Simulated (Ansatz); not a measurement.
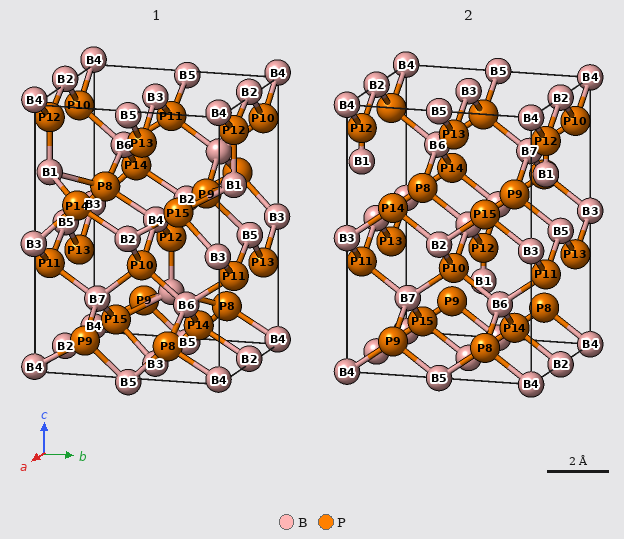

Two geometries of a defect cell of composition B7P8 (cell charge −3) (started half-way along a vacancy jump, in the symmetry of that start), drawn at one scale. One is the start of a relaxation, the other its converged end. A ball-and-stick model of the conventional cell (2 times the calculation's cell), seen slightly off an axis. Lengths and directions refer to the drawn axes.

Computed with DFT PBEsol, scalar-relativistic, plane waves, PAW (Ansatz 0.2.0). (plane-wave cutoff 420 eV; k-point mesh 4 × 4 × 4; occupations gaussian; smearing width 0.05 eV; no spin polarisation; atoms relaxed in a fixed cell; force threshold 0.02 eV/Å; at most 60 steps)

Question: Which geometry has the lower energy?

Answer: Structure 1 is the relaxed one. The largest move is that of P12, 0.37 Å along +c. Largest moves by element: P 0.37 Å, B 0.36 Å. The lattice vectors keep their values. Some distances before and after: B1–P12 1.130 → 1.858 Å, P14–P15 3.196 → 2.877 Å, B1–P14 2.527 → 2.210 Å, B2–P14 1.957 → 2.026 Å. Among the angles between lasting bonds that change: P14–B3–P15 109.5° → 92.9°, P13–B3–P14 109.5° → 121.3°, B2–P12–B4 109.5° → 120.8°. After 6 accepted moves (7 points after the start) the energy has fallen by 17.079 eV per cell of the calculation. Largest force component: 76 eV/Å at the start, 0.0032 eV/Å at the end. 1 step only repeated the SCF at the same geometry.

Limits of the set-up: the periodic images lie only 6.4 Å apart, so the values are limited by the cell's size; the cell is charged, on a uniform background, and energies carry no finite-size correction.
